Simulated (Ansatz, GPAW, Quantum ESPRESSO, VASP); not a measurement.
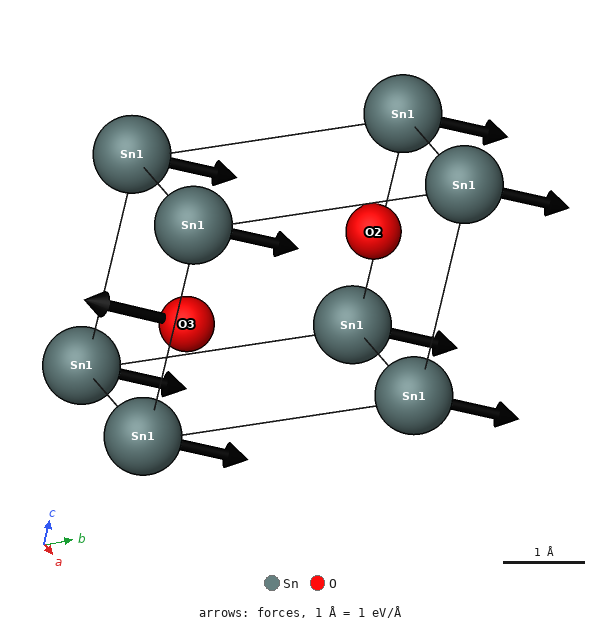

SnO₂ (3 atoms) with its atoms moved off their places at random, by some hundredths of an ångström. The arrows are the forces from Ansatz LAPW (all-electron). The parent cell is a structure listed in the Materials Project. It needn't be the stable form of this composition.

```
Sn O
1.0
     0.00000    2.57415    2.57415
     2.57415    0.00000    2.57415
     2.57415    2.57415    0.00000
Sn O
1 2
Direct
  0.99723 0.98179 0.02190
  0.74698 0.75217 0.75956
  0.23428 0.27534 0.24113
```

The same cell was run in four programs or potential sets. Alike in all runs: functional PBE; k mesh 9 × 9 × 9 on the run's cell of 3 atoms; occupations fermi-dirac, width 0.05 eV; no spin polarisation; no spin-orbit coupling. The table gives the size of the force on each atom, with the net force on the cell removed.

| program | force on Sn1 (eV/Å) | force on O2 (eV/Å) | force on O3 (eV/Å) |
| --- | --- | --- | --- |
| Ansatz LAPW (all-electron) | 0.935 | 0.343 | 1.177 |
| Quantum ESPRESSO (SSSP 1.3 efficiency) | 0.970 | 0.339 | 1.202 |
| VASP (PBE potentials, release 64 Sn_d, O) | 0.976 | 0.338 | 1.206 |
| GPAW (PAW data 1.2.1) | ? | ? | ? |

### Estimate the row of GPAW (PAW data 1.2.1).

0.924 eV/Å on Sn1, 0.346 eV/Å on O2 and 1.170 eV/Å on O3. The medians of the other rows are 0.970, 0.339, 1.202 eV/Å.

### How well do the programs agree?

The force on O3, the largest, spans 1.170 to 1.206 eV/Å. Against the median force vectors, the rows deviate by 0.015 eV/Å rms as a rule and by 0.021 eV/Å at most. With one functional throughout, the spread comes from potentials, basis sets and numerical settings. Deviations count direction as well as size.
